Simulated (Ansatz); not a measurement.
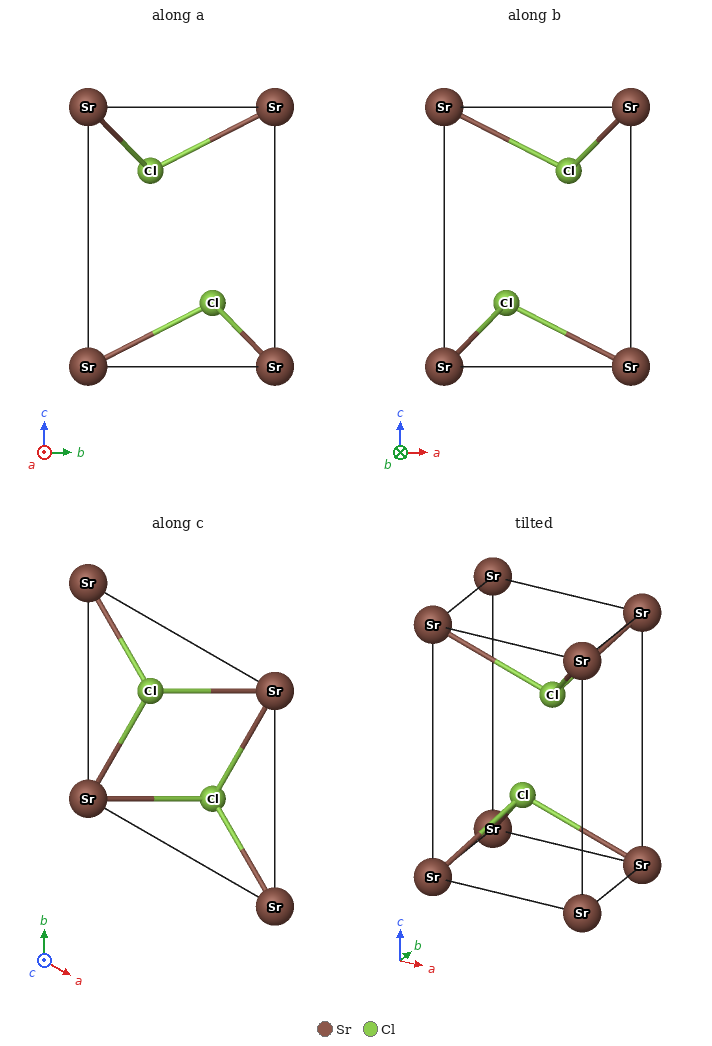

We look at a ball-and-stick model of the crystal along the a axis, along the b axis, along the c axis and slightly off an axis. The frame is the conventional unit cell; atoms at its boundary are shown with their periodic copies.

Lattice parameters: a = 4.5121 Å, b = 4.5121 Å, c = 5.4318 Å, α = 90.000°, β = 90.000°, γ = 120.000°.

### Put the structure into a CIF with its space group and independent sites, with free fractional coordinates to two decimals.

```cif
data_structure
_symmetry_space_group_name_H-M 'P -3 m 1'
_symmetry_Int_Tables_number 164
_cell_length_a 4.5121
_cell_length_b 4.5121
_cell_length_c 5.4318
_cell_angle_alpha 90.000
_cell_angle_beta 90.000
_cell_angle_gamma 120.000
_cell_volume 95.77
loop_
_atom_site_label
_atom_site_type_symbol
_atom_site_symmetry_multiplicity
_atom_site_Wyckoff_symbol
_atom_site_fract_x
_atom_site_fract_y
_atom_site_fract_z
_atom_site_occupancy
Sr1 Sr 1 a 0.00 0.00 0.00 1
Cl1 Cl 2 d 0.3333 0.6667 0.25 1
```

It goes back to a structure type filled with these elements by a generator (whether the compound takes this form wasn't checked). The cell was then strained or its atoms displaced on purpose. It went into a calculation with Ansatz.
